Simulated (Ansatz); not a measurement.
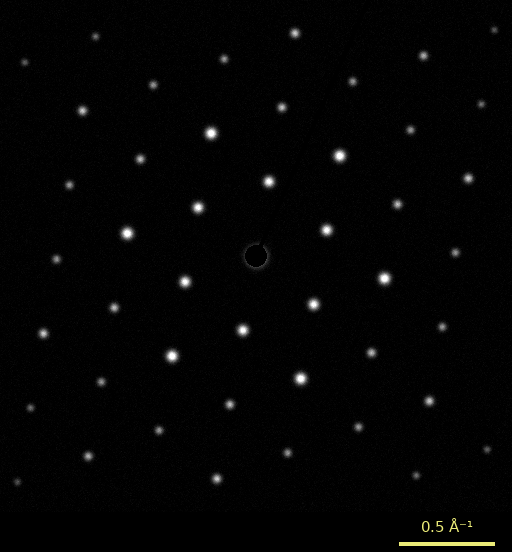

Computed electron diffraction pattern, 100 kV, single scattering only, B = 0.5 Å².

It belongs to Ta, space group P6_3/mmc (No. 194), a = 2.90 Å, c = 5.11 Å (hexagonal axes). Structure: the end point of a relaxation at fixed volume with DFT PBE, spin-orbit coupling, plane waves, PAW (Ansatz); the starting structure was generated, so it need not be a known form of this composition.

### Which low-index zone axis gives this pattern?

The spots form a hexagonal net with both shortest vectors at d = 2.52 Å, 60.0° apart. They index as 1 -1 0 and 1 0 0, so the zone axis is [001].

### List the strongest reflections.

Strongest reflections with d > 0.80 Å, one of each family (|F|² from tabulated Gaussian fits of the electron scattering factors, times a small damping for the curvature of the Ewald sphere):

```
   hkl  d (Å)  I (strongest = 100)
2 -1 0  1.452                  100
 1 0 0  2.515                   70
 3 0 0  0.838                   23
 2 0 0  1.258                   18
3 -1 0  0.951                    8
```
